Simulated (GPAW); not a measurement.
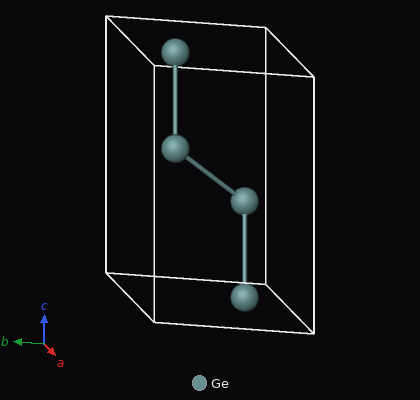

Ge, space group P6_3/mmc (No. 194), a = 3.998 Å, b = 3.998 Å, c = 6.599 Å, α = 90.00°, β = 90.00°, γ = 120.00°. Source: a cell listed in the Materials Project, as set up for an electronic-structure calculation. Forms under 0.4 % of the area are left out.

> Estimate the growth shape by the BFDH rule (face distance proportional to 1/d, absences counted).

The forms computed, by share of the surface:

| form | faces | d (Å) | share of area (%) |
| --- | --- | --- | --- |
| {100} | 6 | 3.462 | 40.4 |
| {101} | 12 | 3.066 | 39.4 |
| {002} | 2 | 3.300 | 20.2 |

The crystal is roughly equant (blocky). Widths along a, b and c stand as 1.00 : 1.00 : 0.91.

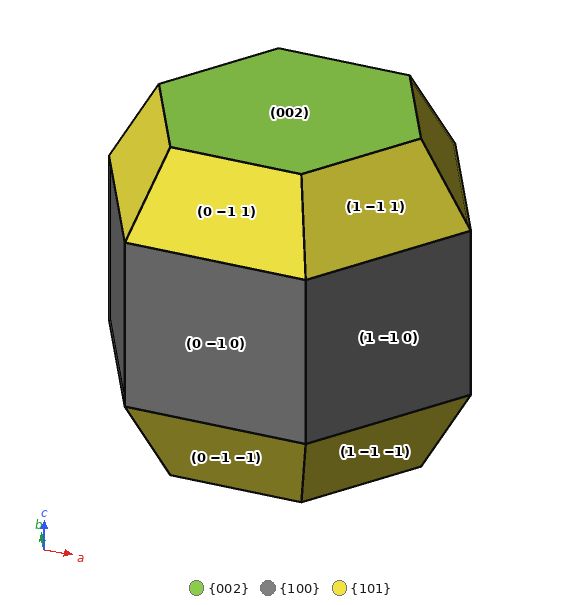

The computed shape, faces indexed. The rule is geometric and ignores bonding and growth conditions.
